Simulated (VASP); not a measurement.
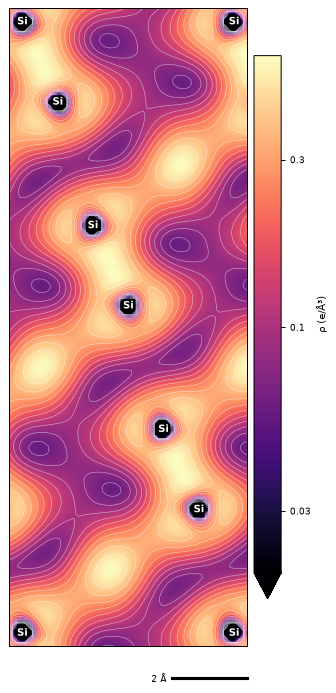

The picture shows: Si. Valence charge density (pseudo) on the (110) plane of the conventional cell.

Space group R-3; a structure from a database of computed crystals, not necessarily the ambient phase; computed pressure about 4 GPa in this cell.

Computed with VASP 6.6.1, Kohn-Sham DFT of a periodic cell, BLYP with D3, VASP PAW PBE potentials, materialsproject.

### Read the bonding off the picture.

- Atoms in the plane: Si.
- Atoms just off the plane (Si, 0.9 Å away) can leave unmarked features too.
- Si–Si (2.34 Å): the density is about 0.59 e/Å³ at the midpoint.
- Between the atoms the lowest density in this plane is 0.06 e/Å³.
